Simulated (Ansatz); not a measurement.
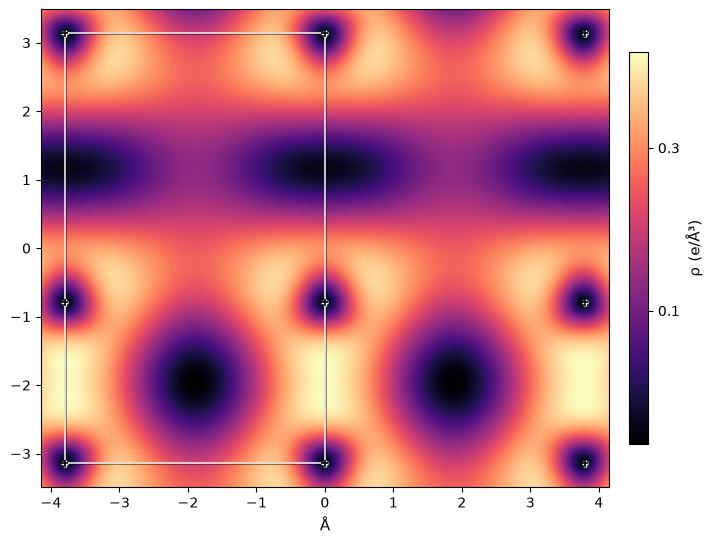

The valence pseudo-density on a plane through atoms (crosses mark nuclei in the plane).

Level of theory: DFT, PBEsol, PAW with Ansatz's default frozen-core files, scalar-relativistic; relaxation of atoms in Ansatz.

Candidates:
A. Si, a = 3.80 Å, b = 3.80 Å, c = 6.28 Å, α = 90.00°, β = 90.00°, γ = 120.00°. Space group P6₃/mmc; a structure from a database of computed crystals, not necessarily the ambient phase.
B. N, a = 4.40 Å, b = 4.40 Å, c = 5.72 Å, α = 90.00°, β = 90.00°, γ = 90.00°. Space group P4₂/mnm; a structure from a database of computed crystals, not necessarily the ambient phase.

Question: Which candidate gave the map?

Answer: Candidate A: Si on the (100) plane of the conventional cell, which holds Si. Si–Si (2.35 Å): ρ is about 0.56 e/Å³ halfway.
